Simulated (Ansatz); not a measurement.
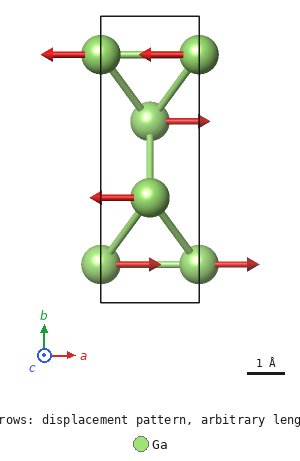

Normal modes of crystalline Ga relaxed at 5 GPa, space group Cmcm (No. 63), at the zone centre. The optical levels lie at 54, 138, 216 cm⁻¹. One mode is drawn. The red arrows are the displacements of the atoms (eigenvector over the root of the mass), of arbitrary overall length and sign. Style: ball-and-stick. Shown: the conventional cell (2 times the calculation's cell), along the c axis. Lengths and directions refer to the drawn axes.

Level of theory: DFT PBEsol, scalar-relativistic, plane waves, PAW in Ansatz. (plane-wave cutoff 420 eV; k-point mesh 16 × 16 × 14; occupations fermi dirac; smearing width 0.15 eV; target pressure 5 GPa; no spin polarisation)

The frequencies depend somewhat on the k-mesh and the smearing.

Q: Which of these frequencies is the drawn mode's?

A: The level at 54 cm⁻¹. This is the B₁g mode, the lowest optical level, Raman-active by symmetry. All motion is along a; atoms of one kind move against one another, with no net shift of their sublattice.
